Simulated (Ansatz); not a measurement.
**A series of single points on Ta3N**

System: Ta3N (4 atoms in the cell).
Method: DFT PBE, scalar-relativistic, plane waves, PAW, no spin polarisation (Ansatz 0.2.0).

The 6 runs differ only in the geometry, by a shift of atoms along one path in a fixed cell. The shift s is measured from run 4: Ta2 moves along the Cartesian direction (0.50, 0.29, 0.82), and Ta1 and Ta3 with it in fixed proportion. The structure derives from a Materials Project entry.

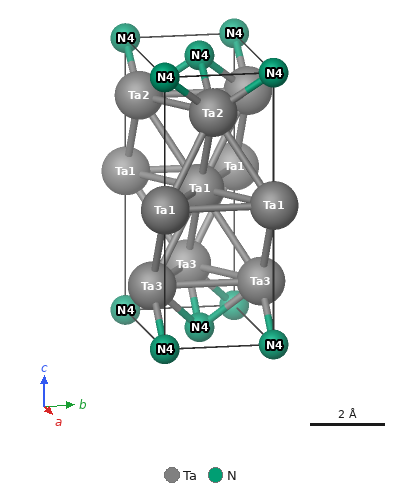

Figure 1. The structure of run 4 (ball-and-stick view of the cell 2 times as large as that of the calculation, set on its symmetry axes, seen slightly off an axis; atoms are numbered from 1 in the order of the input). An atom can appear more than once, as a periodic image.

**Input of run 4**
```yaml
crystal:
  lattice:
    - [3.0217748255, 0.0, 0.0]
    - [-1.5108874128, 2.6169337634, 0.0]
    - [0.0, 0.0, 7.5575881873]
  atoms:
    - { symbol: Ta, position: [-0.027580851, -0.0137904255, 0.4864962107] }
    - { symbol: Ta, position: [0.3057524823, 0.6528762411, 0.1600912654] }
    - { symbol: Ta, position: [0.6390858156, 0.3195429078, 0.812901156] }
    - { symbol: "N", position: [0.0, 0.0, 0.0] }
basis:
  ecutwfc: 420
kpoints:
  mp_grid: { grid: [18, 18, 6] }
hamiltonian:
  xc: pbe
scf:
  occupations: { method: gaussian, width: 0.15 }
output:
  forces: true
  stress: true
  eigenvalues: true
```

Command:
```bash
ansatz run input.yaml --threads 1 --pin off --max-ram 2560MiB --backend cpu --events-out ev --progress --plain --runs-dir out
```

Lattice vectors (Å) and fractional positions of run 4:
```
   3.021775    0.000000    0.000000
  -1.510887    2.616934    0.000000
   0.000000    0.000000    7.557588
Ta -0.027581 -0.013790  0.486496
Ta  0.305752  0.652876  0.160091
Ta  0.639086  0.319543  0.812901
N   0.000000  0.000000  0.000000
```

Run 3 differs from it as follows:
```diff
-    - { symbol: Ta, position: [-0.027580851, -0.0137904255, 0.4864962107] }
-    - { symbol: Ta, position: [0.3057524823, 0.6528762411, 0.1600912654] }
-    - { symbol: Ta, position: [0.6390858156, 0.3195429078, 0.812901156] }
+    - { symbol: Ta, position: [-0.0413712766, -0.0206856383, 0.4797443161] }
+    - { symbol: Ta, position: [0.2919620568, 0.6459810284, 0.1533393708] }
+    - { symbol: Ta, position: [0.6252953901, 0.3126476951, 0.8061492614] }
```

**Results, with one run withheld**

| run | shift s of Ta2 (Å) | free energy per atom, from the lowest run given (meV) | pressure (GPa) | force along the path (eV/Å) |
| --- | --- | --- | --- | --- |
| 1 | −0.2500 | 240.77 | 8.97 | 5.284 |
| 2 | −0.1875 | 165.40 | 6.25 | 4.374 |
| 3 | −0.0625 | ? | ? | ? |
| 4 | 0.0000 | 21.05 | 1.02 | 1.787 |
| 5 | 0.0625 | 0.00 | 0.26 | 0.903 |
| 6 | 0.3750 | 103.85 | 4.01 | −3.507 |

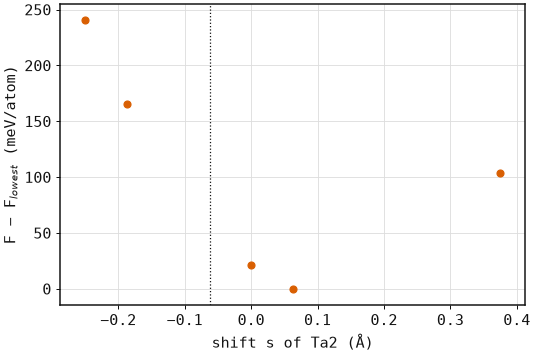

Figure 2. Free energy per atom of the runs given; the dotted line marks run 3.

Fit the runs given and predict run 3.

A cubic polynomial in the coordinate, fitted to the 5 runs given, misses them by at most 0.11 meV per atom. With x = s − 0.0000, it reads F = 20.94 − 443.61 x + 1754.3 x² + 48.535 x³ (meV per atom). At run 3 it gives 55.51 meV per atom, and the run itself gives 55.74. The slope of the fit gives a force −dF/ds of 2.649 eV/Å along the path (summed over the atoms that move), and the printed forces give 2.651 eV/Å. The fit has its minimum at s = 0.1258 Å.

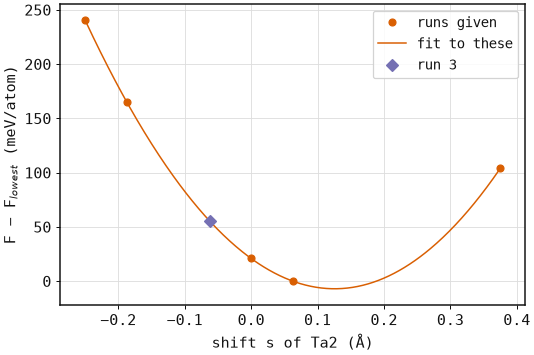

Figure 3. The fit and the withheld run.

**Output, shortened to warnings, some set-up lines, iterations and results (run 3)**
```
Basis set: ecut = 420 eV, 1189 PW (Γ), exchange–correlation on 48×48×108 points (8 copies of the dense FFT grid, shifted against one another)
Symmetry: 2 space group operations
k-points: 524 of 1944 (time reversal used)
Initial density: superposition of atomic densities (neutral atoms: chi_scale 0, normalization atom), corrected by the library's trained network
[...]
SCF iter   1: F=—  HF=-30182.356870 eV  |F-HF|=—  |Δ(HF+E_count)|=         —  Δρ=8.26e-3  dr2=9.71e-2  ethr=1.77e-3  ⟨swp⟩=4.9  Hψ=58310  notcnv=0
SCF iter   2: F=—  HF=-30182.348997 eV  |F-HF|=—  |Δ(HF+E_count)|=   7.87e-3  Δρ=4.33e-3  dr2=8.98e-3  ethr=2.21e-4  ⟨swp⟩=1.0  Hψ=18340  notcnv=0
SCF iter   3: F=—  HF=-30182.347794 eV  |F-HF|=—  |Δ(HF+E_count)|=   1.20e-3  Δρ=1.89e-3  dr2=2.08e-3  ethr=2.04e-5  ⟨swp⟩=1.0  Hψ=14129  notcnv=0
SCF iter   4: F=—  HF=-30182.347359 eV  |F-HF|=—  |Δ(HF+E_count)|=   4.35e-4  Δρ=2.71e-4  dr2=4.91e-5  ethr=4.73e-6  ⟨swp⟩=2.2  Hψ=17350  notcnv=0
SCF iter   5: F=—  HF=-30182.347365 eV  |F-HF|=—  |Δ(HF+E_count)|=   6.32e-6  Δρ=1.06e-4  dr2=1.13e-5  ethr=1.12e-7  ⟨swp⟩=2.0  Hψ=19329  notcnv=0
SCF iter   6: F=—  HF=-30182.347364 eV  |F-HF|=—  |Δ(HF+E_count)|=   1.38e-6  Δρ=2.74e-5  dr2=1.30e-6  ethr=2.58e-8  ⟨swp⟩=2.0  Hψ=17707  notcnv=0
SCF iter   7: F=-30182.347364 eV  HF=-30182.347364 eV  |F-HF|=5.67e-8  |Δ(HF+E_count)|=   8.36e-8  Δρ=9.56e-6  dr2=7.31e-8  ethr=2.27e-10  ⟨swp⟩=3.6  Hψ=56953  notcnv=0
SCF 1 converged in 7 iterations: F = -30182.347364 eV  dr2 = 7.31e-8
SCF converged after 7 iterations
Free energy (F): -30182.347364 eV
Harris-Foulkes:  -30182.347364 eV  (|F-HF|=5.67e-8)
Internal energy: -30182.310453 eV  (E = F + TS)
E sigma→0 (E₀):  -30182.328908 eV
Entropy (-TS):   -0.036911 eV (-9.228 meV/atom)
Fermi energy:    18.898967 eV
--- Per-component energies (eV) ---
  E_band       = -298.338776
  E_kinetic    = 1230.012402
  E_local      = -1902.375478  (includes V_loc(G=0)·N_el)
  E_nonlocal   = 88.010435
  E_hartree    = 666.732697
  E_xc         = -716.138854
  E_vxc        = -689.455256  (∫ρ·V_xc dr)
  E_paw        = -25317.049025  (= ΣΔE_a)
  E_vpaw       = -357.994994  (= ΣTr[D̂ρ^β])
  E_aug_tail   = 0.000514  (compensation charges beyond the density's cutoff)
  E_ewald      = -4231.503143
  E_smearing   = -0.036911  (= −TS)
  E_closure    = 0.000000  (closes the sum)
  Σ components = -30182.347364   (vs F -30182.347364, Δ=0.00e0)
--- Forces (eV/Å), atoms counted from 1 ---
  atom   1  Ta     0.02636125     0.01521967     0.18696416
  atom   2  Ta     0.68585719     0.39597983     1.35274770
  atom   3  Ta     0.41545321     0.23986202     0.78623312
  atom   4  N     -1.12769896    -0.65107730    -2.32616089
  max |Σ_I F_I| component: 2.16e-4 eV/Å
--- Stress (GPa, compression-positive) ---
        1.811955      -1.216652       0.161659
       -1.216652       3.216823       0.093334
        0.161659       0.093334       1.777042
  P = ⅓ Tr σ = 2.2686 GPa (22.686 kbar)
```

Notes: Spin–orbit coupling is left out, which matters for Ta.
